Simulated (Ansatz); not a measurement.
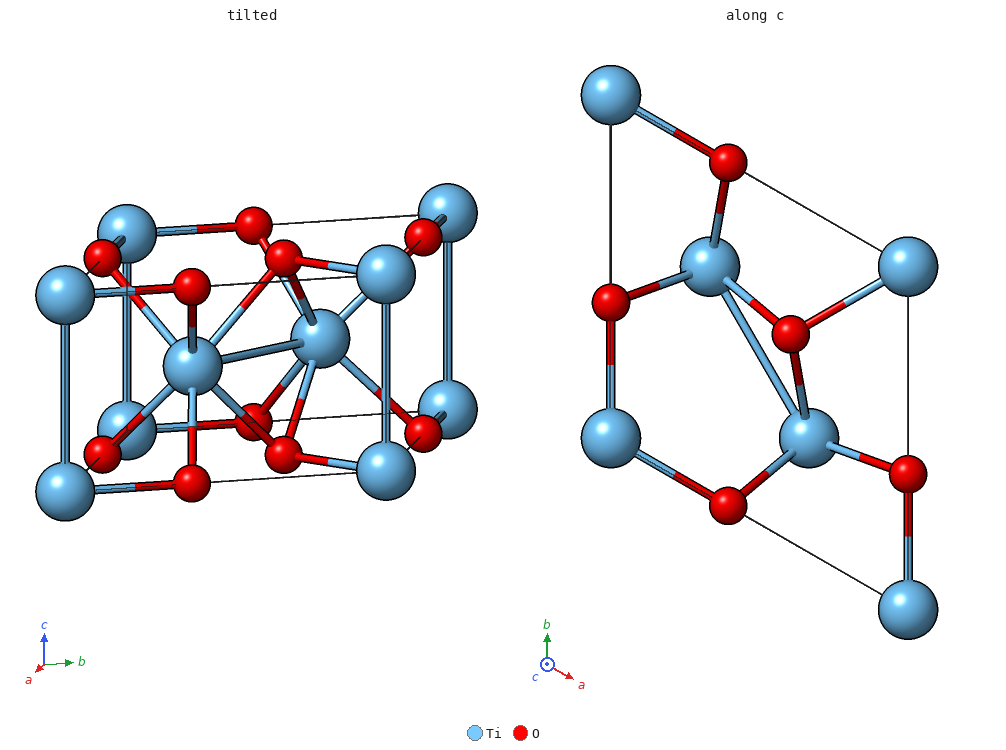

The structure above is drawn in ball-and-stick style and viewed slightly off an axis and along the c axis. The edges of the simulation cell are marked.

The input file of the run:
```yaml
crystal:
  lattice:
    - [4.7105179706, 0.0, 0.0]
    - [-2.3552589853, 4.0794282275, 0.0]
    - [0.0, 0.0, 2.7650684595]
  atoms:
    - { symbol: Ti, position: [0.6666666667, 0.3333333333, 0.5] }
    - { symbol: Ti, position: [0.3333333333, 0.6666666667, 0.5] }
    - { symbol: Ti, position: [0.0, 0.0, 0.0] }
    - { symbol: O, position: [0.6052948636, 0.6052948636, 0.0] }
    - { symbol: O, position: [0.3947051364, 0.0, 0.0] }
    - { symbol: O, position: [0.0, 0.3947051364, 0.0] }
basis:
  ecutwfc: 420
kpoints:
  mp_grid: { grid: [12, 12, 16] }
hamiltonian:
  xc: pbesol
scf:
  occupations: { method: gaussian, width: 0.15 }
output:
  forces: true
  stress: true
  eigenvalues: true
  write_density: true
  write_potential: true
  elf: true
  volumetric_format: npy
```
Run as:
```sh
ansatz run input.yaml --threads 2 --pin off --max-ram 5120MiB --backend cpu --events-out ev --progress --plain --runs-dir out
```

All computed values are from DFT PBEsol, scalar-relativistic, plane waves, PAW (Ansatz). Settings: 420 eV cutoff, a 12×12×16 sampling of the Brillouin zone, Gaussian smearing of 0.15 eV, no spin polarisation.

**Predict the gap.**

A metal: bands cross the Fermi level.

**What is the computed pressure?**

The computed pressure is 40.9 GPa (compressed: it would expand). The stress isn't hydrostatic: its largest component is 44.3 GPa.

It goes back to a structure listed in the Materials Project. The cell was then strained or its atoms displaced on purpose. It was the input of a calculation with Ansatz.

At this level of theory the run's own cell isn't at rest (compressed, at 41 GPa and forces up to 0.7 eV/Å), so its distances can differ from those at equilibrium, the more so the softer the solid.
